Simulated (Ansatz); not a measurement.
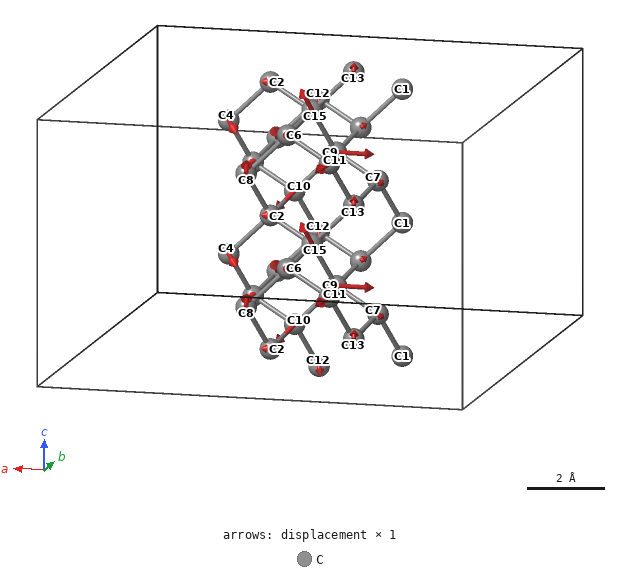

A relaxation of a wire of composition C. The starting structure is drawn; red arrows show the displacements (the part carried along by the change of the cell is left out), at their true length.

A ball-and-stick model of the 2 repeat of the cell, with the vacuum cut short (origin shifted), seen from a free direction.

Case: wire along [0 0 1], 15 atoms a period.

The calculation used Ansatz, DFT PBEsol, scalar-relativistic, plane waves, PAW. Set-up: plane-wave cutoff 420 eV; k-point mesh 1 × 1 × 9; occupations gaussian; smearing width 0.05 eV; collinear spin; cell relaxed at fixed a, b, alpha, beta, gamma; force threshold 0.02 eV/Å; at most 45 steps.

What did the optimiser do to the structure, and how much energy did it gain?

The atom that moves furthest relative to the centre of the atoms is a C atom (1.03 Å). Along the periodic axis the drawn cell goes c 7.108 → 7.469 Å (+5.1 %). Some distances before and after: C–C 1.539 → 3.046 Å, C–C 2.513 → 1.418 Å, C–C 2.513 → 1.488 Å, C–C 2.513 → 2.027 Å. New bonds form, among them: C–C (2.51 → 1.42 Å), C–C (2.51 → 1.49 Å). Bonds break, among them: C–C (1.54 → 3.05 Å). Among the angles between lasting bonds that change: C–C–C 109.5° → 177.0°, C–C–C 109.5° → 60.6°, C–C–C 109.5° → 142.2°. Over 21 accepted moves (28 points after the start) the energy falls by 10.442 eV per cell of the calculation. The largest force component goes from 3.9 to 0.018 eV/Å. The line search rejected the trial steps at points 14, 18, 20, 22, 24 of the run. The SCF was repeated twice at an unchanged geometry on a basis and grid sized afresh for the cell, which shifted the energy by 33.4 meV per cell of the calculation at most. The program noted that the starting moments weren't kept. The run may lie on a higher electronic state than the lowest, so the end point isn't shown to be the ground-state structure. Cost: 8.5 min on 4 threads of Intel(R) Xeon(R) Platinum 8488C (Sapphire Rapids), on a shared host, peak memory 1.5 GiB.
